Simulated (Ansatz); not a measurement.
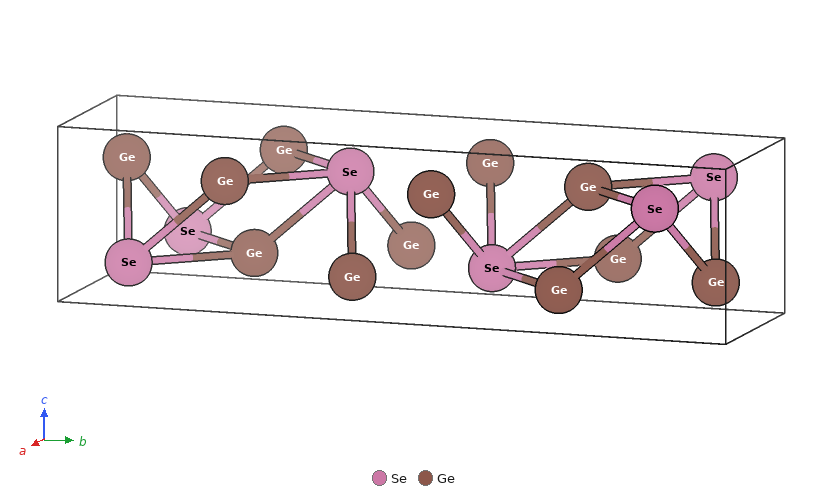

Drawn in the ball-and-stick manner and seen slightly off an axis. The conventional unit cell is outlined; an atom on or near a face, edge or corner is repeated at each equivalent position. Cell: a = 3.95 Å, b = 15.53 Å, c = 3.91 Å, α = 90.00°, β = 90.00°, γ = 90.00°.

What is drawn is a generated cell, made by putting these elements into a known structure type (the compound may or may not exist in this form); it hasn't been relaxed. It went into a calculation with Ansatz.

Describe the crystal.

Answer. The formula is Ge₂Se. It is base-centred orthorhombic, space group Cmcm (No. 63). Counting shared atoms by their share gives 8 Ge, 4 Se, or 12 atoms. Se is coordinated by eight Ge at about 2.9 to 3.0 Å. The bonds build Ge2Se layers parallel to (010).

Setup: DFT, PAW plane waves, PBE, spin-orbit in Ansatz 0.2.0; a cutoff energy of 420 eV, k-points about 0.27 Å⁻¹ apart, Fermi-Dirac smearing of 0.13 eV, no moments seeded, so the run stays non-magnetic, spinor wavefunctions.

What is the electronic character?

Answer. A metal: bands cross the Fermi level.

Give the Bader charge of each element.

Answer. Ge +0.23 to +0.38 e; Se -0.61 e.

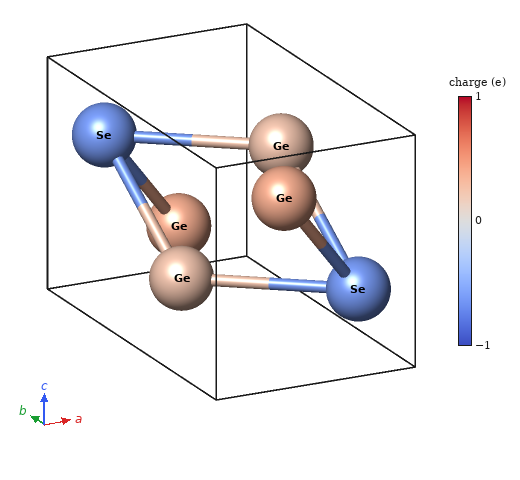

The atoms coloured by those charges. The run's cell of 6 atoms is drawn, so axes and origin can differ from the first picture.

Is this the optimised geometry for these settings?

Answer. No. The largest force is 0.52 eV/Å, on Ge and Se. The pressure is 3.9 GPa, so the cell would expand. The stress isn't hydrostatic: its largest component is 7.4 GPa.

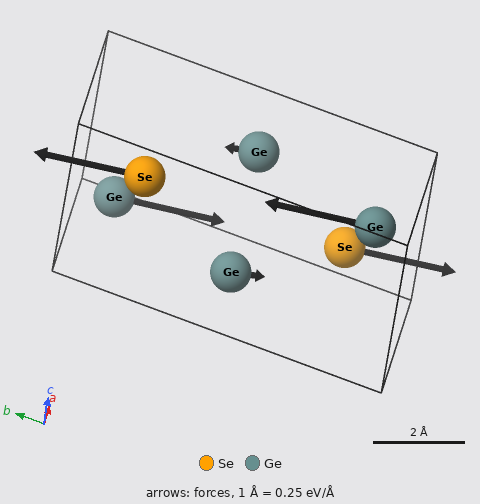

The forces as arrows. The run's cell of 6 atoms is drawn, so axes and origin can differ from the first picture.
